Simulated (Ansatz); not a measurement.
Read the following structure.

```
Al N
1.0
     3.12859    0.00000    0.00000
    -1.56429    2.70944    0.00000
     0.00000    0.00000    5.01696
Al N
2 2
Direct
  0.66667 0.33333 0.49929
  0.33333 0.66667 0.99929
  0.66667 0.33333 0.88071
  0.33333 0.66667 0.38071
```

Describe what this structure looks like.

The material is AlN. Space group: P6_3mc (No. 186). Lattice: primitive hexagonal. This arrangement goes by the name wurtzite. One cell contains 2 Al, 2 N, 4 atoms in all. The polyhedra are AlN4 tetrahedra; they share corners. About every Al there are four N in a tetrahedral arrangement at 1.90 to 1.91 Å. N is coordinated by four Al in a tetrahedral arrangement at 1.90 to 1.91 Å. The bonds build a three-dimensional framework.

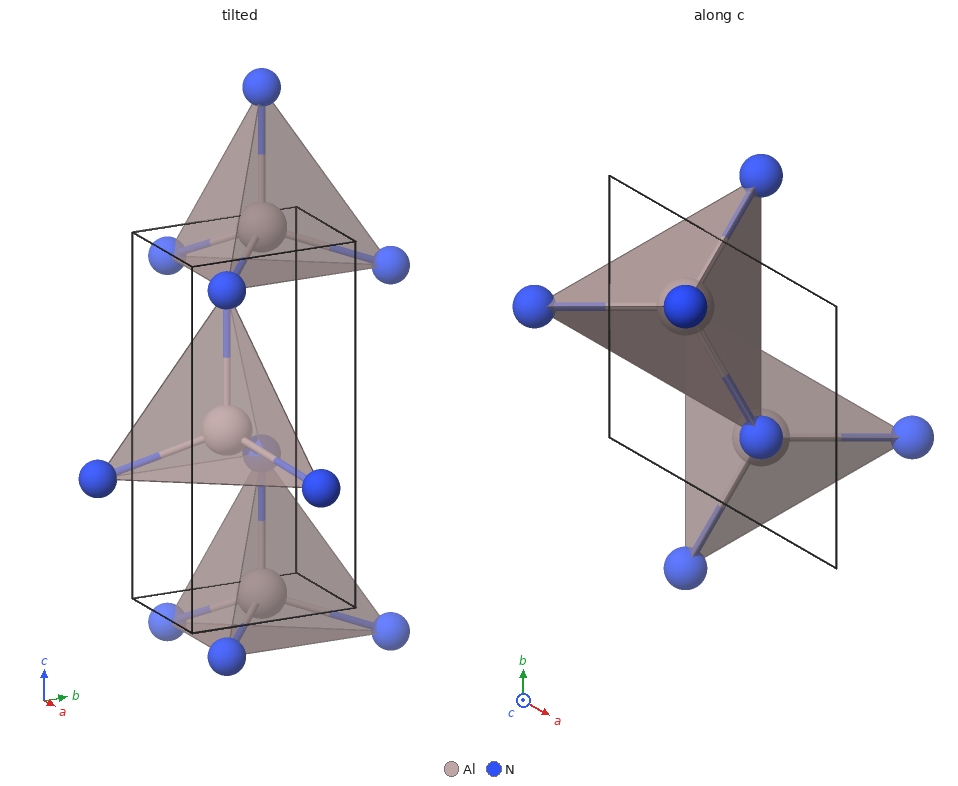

This polyhedral model is shown slightly off an axis and along the c axis. The edges of the conventional unit cell are marked. Some neighbours outside the box are added. Colours: aluminium light grey, nitrogen blue.

Origin of the cell: a structure listed in the Materials Project. Earlier steps of the study, as a rule a relaxation of our own, may have changed the cell and positions, so they can lie some per cent off the listed ones. It went into a calculation with Ansatz.
